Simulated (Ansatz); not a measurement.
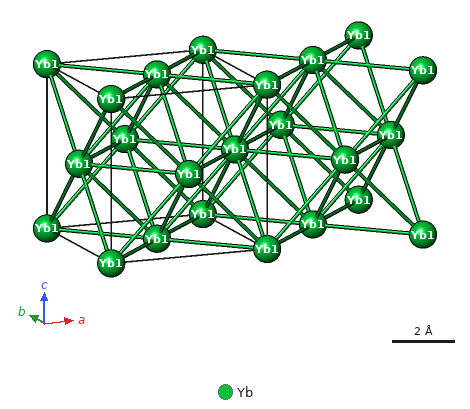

*The input geometry (ball-and-stick view of the cell 4 times as large as that of the calculation, set on its symmetry axes, repeated 2 × 1 × 1, seen slightly off an axis; atoms are numbered from 1 in the order of the input).*

Near neighbours in the crystal (not all of them lie inside the picture): Yb has 12 Yb at 3.88 Å.

## Single-point calculation of Yb

System: Yb (Fm-3m, 1 atom in the cell).
Method: DFT r2SCAN, spin-orbit coupling, plane waves, PAW (Ansatz 0.2.0).

It belongs to a series of runs on one base structure; here: spin-orbit coupling: topological invariants. Figures and captions count atoms from 1; the log counts them from 0 in places.

**The input**
```yaml
crystal:
  lattice:
    - [0.0, 2.745000282, 2.745000282]
    - [2.745000282, 0.0, 2.745000282]
    - [2.745000282, 2.745000282, 0.0]
  atoms:
    - { symbol: Yb, position: [0.0, 0.0, 0.0] }
basis:
  ecutwfc: 500
  ecutrho_ratio: 4
kpoints:
  mp_grid: { grid: [6, 6, 6] }
hamiltonian:
  xc: r2scan
scf:
  occupations: { method: gaussian, width: 0.05 }
output:
  forces: true
  stress: true
  eigenvalues: true
  populations: true
  hubbard: { sites: [{ species: Yb, l: f }] }
  topological_invariants: true
magnetization:
  noncollinear: true
  spin_orbit: true
```

Hardware: 4 threads of Intel Xeon @ 2.50GHz (Skylake/Cascade Lake), 189 GiB of memory available, shared host.

Launched with:
```bash
ansatz run input.yaml --threads 4 --pin off --max-ram 9216MiB --backend cpu --events-out ev --progress --plain --runs-dir out
```

**The program's output**
```
Yb: projections on atomic orbitals take those of the free atom [Kr 4d10] 4f14 5s2 5p6 5d0 6s2, of charge +0.00 (hamiltonian.pseudopotentials.projection_atoms); the dataset's partial waves leave at most 1.3e-4 of an orbital's norm unspanned inside its sphere
band count auto-derived: 36 (N_el = 24.0; filled up to band 24; 32 without output.topological_invariants, output.pair_interaction, output.eigenstates.de_dk, output.active_space.bands or, under a hybrid functional, output.transmission)
Engine: ansatz 0.2.0, x86_64-unknown-linux-gnu
Pseudopotentials: kind: paw_fr
Pseudopotential: Yb, paw_fr, valence charge 24, recommended cutoff 500 eV (meta_gga), Yb.paw.azcp#standard-fr
Functional definition: r2SCAN
  parameter k0 = 0.174
  parameter k1 = 0.065
  parameter a1 = 4.9479
  exchange = r2scan_x(k0 = k0, k1 = k1, a1 = a1)
  correlation = r2scan_c
non-collinear run that drives no moment, with spin-orbit: no starting moment large enough to seed its density (crystal.atoms[].spin), no starting occupations that ask for one, no magnetisation constraint and no magnetic field, so the semilocal B_xc is pinned to zero
Crystal: 1 atoms, lattice volume = 41.367 Å³
Basis set: ecut = 500 eV, 1067 PW (Γ), exchange–correlation on 120×120×120 points (64 copies of the dense FFT grid, shifted against one another)
Bands: 36, of which v1, the nominal top of the filled ones, is band 24 counted from 1 (23 counted from 0)
Symmetry: 48 space group operations + 48 with time reversal
Magnetic group: BNS 225.117 (UNI 1619), of the structure as read, at distance tolerance 3.5e-5 Å
k-points: 16 of 216
Projection manifold: j_resolved (fully-relativistic pseudo-atomic orbitals)
Non-local potential: Yb, projectors of the file, l = 0: 3, l = 1: 4, l = 2: 4, l = 3: 6
PAW form: soft (Blöchl's): semilocal exchange-correlation on the pseudo side does not see the compensation charge
PAW frozen core: Yb, regenerated for the run's functional (the file was generated under x = pbe(κ = 0.804, μ = 0.2195149727645171), c = pbe(β = 0.06672455060314922))
PAW one-centre angular grid: Yb, 2702 points (default); XC on 224 Gauss nodes
Initial density: superposition of atomic densities (chi_scale 0.1, normalization cell)
Initial wavefunctions: pseudopotential atomic-orbital guess
Functional: x = r2scan, c = r2scan; τ floored in thin density (d = 2e-4 eV/Å³)
SCF iter   1: F=—  HF=-13781.941298 eV  |F-HF|=—  |Δ(HF+E_count)|=         —  Δρ=5.36e-2  dr2=9.51e-1  dr2_τ=3.59e-4  dr2_m=0.00e0 (ungated)  ethr=3.10e-3  |M|=0.00e0 ∫|m|=0.00e0 μB  |m|>n=0.0e0 m-floor=0.0e0 τ_xc=0.0e0  β_m=0.30  ⟨swp⟩=6.8  Hψ=1464  notcnv=0  defer=6
preconditioner: auto → none  [insulator: Δε(μ)=0.206 eV  Ē_g=10.130 eV  σ=0.050 eV  W_gap=1.00  n_scr=14 (ndim 8)  ℏωp=25.8 eV  f_vac=0.000  D(μ)=0.05/eV (n_scr^D=0)  ε∞_Penn≈7.5]
SCF iter   2: F=—  HF=-13783.695613 eV  |F-HF|=—  |Δ(HF+E_count)|=    1.75e0  Δρ=3.54e-1  dr2=4.41e1  dr2_τ=1.12e-2  dr2_m=0.00e0 (ungated)  ethr=3.10e-3  |M|=0.00e0 ∫|m|=0.00e0 μB  |m|>n=0.0e0 m-floor=0.0e0 τ_xc=0.0e0  β_m=0.13  ⟨swp⟩=5.1  Hψ=676  notcnv=0  defer=124  recentre
preconditioner: auto → Kerker (q_TF=auto, 2.492 Å⁻¹)  [metal: Δε(μ)=0.007 eV  Ē_g=8.794 eV  σ=0.050 eV  W_gap=0.08  n_scr=14 (ndim 8)  ℏωp=25.8 eV  f_vac=0.000  D(μ)=39.36/eV (n_scr^D=1590)]
spin=Noncollinear: Kerker preconditioning applied to the charge; magnetization (m_x, m_y, m_z) channels mix plain (no charge-response kernel on spin).
SCF iter   3: F=—  HF=-13781.873314 eV  |F-HF|=—  |Δ(HF+E_count)|=    1.82e0  Δρ=4.13e-2  dr2=5.63e-1  dr2_τ=6.77e-4  dr2_m=0.00e0 (ungated)  ethr=3.10e-3  |M|=0.00e0 ∫|m|=0.00e0 μB  |m|>n=0.0e0 m-floor=0.0e0 τ_xc=0.0e0  β_m=0.39  ⟨swp⟩=3.0  Hψ=640  notcnv=0  defer=60
SCF iter   4: F=—  HF=-13781.815449 eV  |F-HF|=—  |Δ(HF+E_count)|=   5.79e-2  Δρ=8.45e-3  dr2=4.24e-2  dr2_τ=3.10e-4  dr2_m=0.00e0 (ungated)  ethr=2.35e-3  |M|=0.00e0 ∫|m|=0.00e0 μB  |m|>n=0.0e0 m-floor=0.0e0 τ_xc=0.0e0  β_m=0.50  ⟨swp⟩=3.1  Hψ=514  notcnv=0  defer=94
SCF iter   5: F=—  HF=-13781.828700 eV  |F-HF|=—  |Δ(HF+E_count)|=   1.33e-2  Δρ=1.60e-2  dr2=1.02e-1  dr2_τ=8.91e-5  dr2_m=0.00e0 (ungated)  ethr=1.77e-4  |M|=0.00e0 ∫|m|=0.00e0 μB  |m|>n=0.0e0 m-floor=0.0e0 τ_xc=0.0e0  β_m=0.79  ⟨swp⟩=2.0  Hψ=403  notcnv=0  defer=96
SCF iter   6: F=—  HF=-13781.855031 eV  |F-HF|=—  |Δ(HF+E_count)|=   2.63e-2  Δρ=4.01e-2  dr2=5.64e-1  dr2_τ=8.08e-5  dr2_m=0.00e0 (ungated)  ethr=1.77e-4  |M|=0.00e0 ∫|m|=0.00e0 μB  |m|>n=0.0e0 m-floor=0.0e0 τ_xc=0.0e0  β_m=0.90  ⟨swp⟩=3.2  Hψ=458  notcnv=0  defer=96  recentre
SCF iter   7: F=—  HF=-13781.833794 eV  |F-HF|=—  |Δ(HF+E_count)|=   2.12e-2  Δρ=1.93e-2  dr2=1.26e-1  dr2_τ=1.82e-5  dr2_m=0.00e0 (ungated)  ethr=1.77e-4  |M|=0.00e0 ∫|m|=0.00e0 μB  |m|>n=0.0e0 m-floor=0.0e0 τ_xc=0.0e0  β_m=0.55  ⟨swp⟩=1.6  Hψ=286  notcnv=0  defer=96
SCF iter   8: F=—  HF=-13781.829124 eV  |F-HF|=—  |Δ(HF+E_count)|=   4.67e-3  Δρ=1.06e-2  dr2=3.84e-2  dr2_τ=6.36e-6  dr2_m=0.00e0 (ungated)  ethr=1.77e-4  |M|=0.00e0 ∫|m|=0.00e0 μB  |m|>n=0.0e0 m-floor=0.0e0 τ_xc=0.0e0  β_m=0.39  ⟨swp⟩=1.1  Hψ=324  notcnv=0  defer=96
SCF iter   9: F=—  HF=-13781.827494 eV  |F-HF|=—  |Δ(HF+E_count)|=   1.63e-3  Δρ=4.88e-3  dr2=8.54e-3  dr2_τ=1.06e-6  dr2_m=0.00e0 (ungated)  ethr=1.60e-4  |M|=0.00e0 ∫|m|=0.00e0 μB  |m|>n=0.0e0 m-floor=0.0e0 τ_xc=0.0e0  β_m=0.43  ⟨swp⟩=1.0  Hψ=240  notcnv=0  defer=96
SCF iter  10: F=—  HF=-13781.827191 eV  |F-HF|=—  |Δ(HF+E_count)|=   3.02e-4  Δρ=2.22e-3  dr2=1.98e-3  dr2_τ=5.58e-7  dr2_m=0.00e0 (ungated)  ethr=3.56e-5  |M|=0.00e0 ∫|m|=0.00e0 μB  |m|>n=0.0e0 m-floor=0.0e0 τ_xc=0.0e0  β_m=0.42  ⟨swp⟩=1.0  Hψ=240  notcnv=0  defer=96
SCF iter  11: F=—  HF=-13781.827116 eV  |F-HF|=—  |Δ(HF+E_count)|=   7.55e-5  Δρ=5.01e-4  dr2=7.27e-5  dr2_τ=3.21e-8  dr2_m=0.00e0 (ungated)  ethr=8.27e-6  |M|=0.00e0 ∫|m|=0.00e0 μB  |m|>n=0.0e0 m-floor=0.0e0 τ_xc=0.0e0  β_m=0.71  ⟨swp⟩=1.0  Hψ=240  notcnv=0  defer=96
SCF iter  12: F=—  HF=-13781.827118 eV  |F-HF|=—  |Δ(HF+E_count)|=   2.43e-6  Δρ=2.01e-4  dr2=1.31e-5  dr2_τ=1.36e-8  dr2_m=0.00e0 (ungated)  ethr=3.03e-7  |M|=0.00e0 ∫|m|=0.00e0 μB  |m|>n=0.0e0 m-floor=0.0e0 τ_xc=0.0e0  β_m=0.85  ⟨swp⟩=1.6  Hψ=329  notcnv=0  defer=96
SCF iter  13: F=—  HF=-13781.827118 eV  |F-HF|=—  |Δ(HF+E_count)|=   7.56e-7  Δρ=4.25e-5  dr2=6.37e-7  dr2_τ=1.26e-9  dr2_m=0.00e0 (ungated)  ethr=5.47e-8  |M|=0.00e0 ∫|m|=0.00e0 μB  |m|>n=0.0e0 m-floor=0.0e0 τ_xc=0.0e0  β_m=0.52  ⟨swp⟩=1.0  Hψ=240  notcnv=0  defer=96
SCF iter  14: F=-13781.827117 eV  HF=-13781.827118 eV  |F-HF|=4.74e-8  |Δ(HF+E_count)|=   9.41e-8  Δρ=1.39e-5  dr2=6.51e-8  dr2_τ=3.21e-10  dr2_m=0.00e0 (ungated)  ethr=4.17e-10  |M|=0.00e0 ∫|m|=0.00e0 μB  |m|>n=0.0e0 m-floor=0.0e0 τ_xc=0.0e0  ⟨swp⟩=10.0  Hψ=1663  notcnv=0
Converged-ψ floor refinement (derivative, response, wavefunction or occupation consumer): ⟨swp⟩=5.3  Hψ=2353  notcnv=0
SCF 1 converged in 14 iterations: F = -13781.827117 eV  dr2 = 6.51e-8
  greatest PAW one-centre occupation: 0.997 electrons in one spin orbital (limit 2), on the Yb atom at site 0 (counted from 0), in its partial waves of l = 0
```

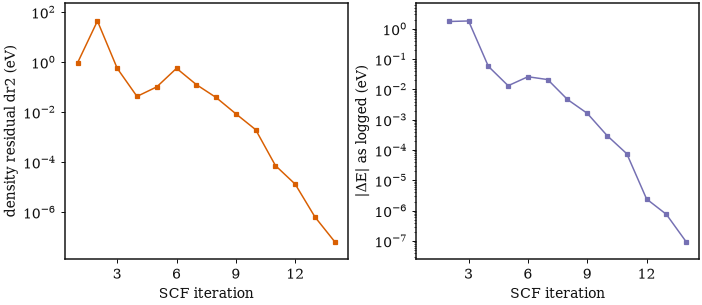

*Convergence of the self-consistent field: density residual dr2 and size of the energy change against the SCF iteration.*

The residual falls unevenly and jumps up by a factor of two or more 3 times on the way down.

```
NSCF: frozen V_eff on 28 k-points
SCF converged after 14 iterations
Magnetization: |M| = 0.0000 μB,  M = (+0.0000, +0.0000, +0.0000) μB
Absolute magnetization: 0.0000 μB (∫|m|)
  site 0: m = (+0.0000, +0.0000, +0.0000) μB, |m| = 0.0000 μB  (R = 1.60 Å)
Free energy (F): -13781.827117 eV
Harris-Foulkes:  -13781.827118 eV  (|F-HF|=4.74e-8)
Internal energy: -13781.825886 eV  (E = F + TS)
E sigma→0 (E₀):  -13781.826502 eV
Entropy (-TS):   -0.001231 eV (-1.231 meV/atom)
Fermi energy:    8.935953 eV
--- Per-component energies (eV) ---
  E_band       = -60.473976
  E_kinetic    = 352.142076
  E_local      = -6570.460911  (includes V_loc(G=0)·N_el)
  E_nonlocal   = 543.745452
  E_hartree    = 2852.722304
  E_xc         = -158.812379
  E_vxc        = -226.494816  (∫ρ·V_xc dr)
  E_paw        = -7338.643052  (= ΣΔE_a)
  E_vpaw       = 121.004562  (= ΣTr[D̂ρ^β])
  E_aug_tail   = 0.000002  (compensation charges beyond the density's cutoff)
  E_vtau       = 14.117978  (kinetic-family band-sum trace: ∫τ·v_τ [+ j·A + Jᵃ·Aᵃ] dr)
  E_ewald      = -3463.364283
  E_core_change = 0.844906  (= ΣΔE_core)
  E_smearing   = -0.001231  (= −TS)
  E_closure    = 0.000000  (closes the sum)
  Σ components = -13781.827117   (vs F -13781.827117, Δ=0.00e0)
--- Forces (eV/Å), atoms counted from 1 ---
  atom   1  Yb     0.00000000     0.00000000     0.00000000
  max |Σ_I F_I| component: 1.39e-28 eV/Å
--- Stress (GPa, compression-positive) ---
       -3.170342      -0.000000       0.000000
        0.000000      -3.170342       0.000000
       -0.000000      -0.000000      -3.170342
  P = ⅓ Tr σ = -3.1703 GPa (-31.703 kbar)
--- Band table (eV; the first three rows and the last of 16) ---
  k-point 0: bands = ["-44.6258", "-44.6258", "-20.7764", "-20.7764", "-14.5466", "-14.5466", "-14.5466", "-14.5466", "3.8725", "3.8725", "7.4372", "7.4372", "7.4494", "7.4494", "7.4494", "7.4494", "8.7640", "8.7640", "8.7750", "8.7750", "8.8071", "8.8071", "8.8071", "8.8071", "11.8784", "11.8784", "11.8784", "11.8784", "12.0793", "12.0793", "13.8685", "13.8685", "13.8685", "13.8685", "18.2722", "18.2722"]
  k-point 1: bands = ["-44.6236", "-44.6236", "-20.7892", "-20.7892", "-14.5945", "-14.5945", "-14.5555", "-14.5555", "4.4439", "4.4439", "7.4357", "7.4357", "7.4484", "7.4484", "7.4485", "7.4485", "8.7580", "8.7580", "8.7798", "8.7798", "8.7969", "8.7969", "8.8015", "8.8015", "11.1898", "11.1898", "12.0499", "12.0499", "12.2625", "12.2625", "13.5975", "13.5975", "13.7056", "13.7056", "18.7325", "18.7325"]
  k-point 2: bands = ["-44.6192", "-44.6192", "-20.8147", "-20.8147", "-14.6879", "-14.6879", "-14.5732", "-14.5732", "5.9382", "5.9382", "7.4366", "7.4366", "7.4466", "7.4466", "7.4489", "7.4489", "8.7473", "8.7473", "8.7757", "8.7757", "8.7864", "8.7864", "8.8114", "8.8114", "9.8849", "9.8849", "11.8538", "11.8538", "12.0849", "12.0849", "14.2292", "14.2292", "14.4081", "14.4081", "16.8438", "16.8438"]
  k-point 15: bands = ["-44.6140", "-44.6140", "-20.8432", "-20.8432", "-14.7261", "-14.7261", "-14.6600", "-14.6600", "7.4357", "7.4357", "7.4425", "7.4425", "7.4469", "7.4469", "8.5320", "8.5320", "8.7412", "8.7412", "8.7796", "8.7796", "8.7983", "8.7983", "8.8575", "8.8575", "9.4631", "9.4631", "9.9088", "9.9088", "12.3847", "12.3847", "15.5341", "15.5341", "15.5845", "15.5845", "15.8997", "15.8997"]
--- Löwdin populations: 1 site ---
  site symbol       q [e]
     0     Yb     23.9238
  spilling = 0.003175 (of n_electrons = 24.000000)
--- Occupation matrices: 1 shell (Löwdin-built; ε = 2.00e-2, provisional) ---
  Yb0 f_4F: site group Oh (m-3m)
  Yb0 f_4F spinor Tr n = 13.7610  λ = 0.955 0.955 0.957 0.957 0.986 0.986 0.986 0.986 0.999 0.999 0.999 0.999 0.999 0.999  [4× xyz 0.34 (T1u 0.50) E1/2u(0.50) | 10× z(x2-y2) 0.18 (T2u 0.54) G3/2u(0.80)]
  Tr n, λ and their labels are of the run-group-symmetrised matrices; stabiliser: 96 of 96 elements of G0×{1,Θ} (closed), max defect 1.0e-14 at τ = 4.2e-3
--- Topological invariants of the lowest 24 bands, as many as the electrons (of this functional, at the state reached) ---
  Z2 = 0;(000), z4 = 0
  bands 24 and 25 are separated throughout the zone, as estimated from the states at the SCF's k-points
  smallest direct gap kept (no minimum is searched for): 0.1148 eV, known to 1.4e-3 eV, at k = (0.2917, 0.2708, 0.6979) in reciprocal vectors
  plane       ν
  k1 = 0      0
  k1 = 1/2    0
  k2 = 0      0
  k2 = 1/2    0
  k3 = 0      0
  k3 = 1/2    0
```

**File populations.tsv**
```
# site	symbol	l	j	q
# orbitals = lowdin
# n_electrons = 24.000000
# spilling = 0.003175
# projection_atom_Yb: [Kr 4d10] 4f14 5s2 5p6 5d0 6s2
0	Yb	0_5S	0.5	1.958118
0	Yb	0_6S	0.5	0.697931
0	Yb	1_5P	0.5	1.993466
0	Yb	1_5P	1.5	3.976751
0	Yb	2_5D	1.5	0.527108
0	Yb	2_5D	2.5	1.009382
0	Yb	3_4F	2.5	5.991047
0	Yb	3_4F	3.5	7.770002
```

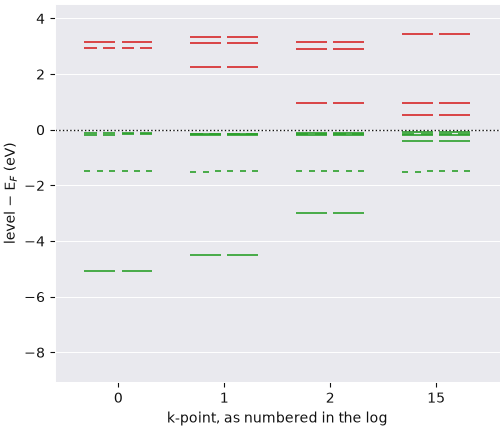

*Kohn–Sham levels near the Fermi level (dotted) at the few k-points that the log prints; levels within 0.02 eV of each other stand side by side.*

Among these points the highest filled and lowest empty levels are 0.61 eV apart; the gap on the full mesh, 0.12 eV, has an edge at a point that isn't printed.

**Key numbers**

| quantity | value |
| --- | --- |
| outcome | converged |
| space group (tolerance 0.01 Å) | Fm-3m (225) |
| electrons treated | 24 |
| free energy | −13781.8271 eV |
| Fermi energy | 8.936 eV |
| gap on the k-point mesh | 0.12 eV |
| net moment of the cell | 0.00 μB |
| integrated absolute moment | 0.00 μB |
| pressure | −3.17 GPa |
| largest force (length of the vector) | under 0.001 eV/Å |
| wall time | 50 s (CPU time 2.8 min) |
| peak memory | 0.94 GiB |
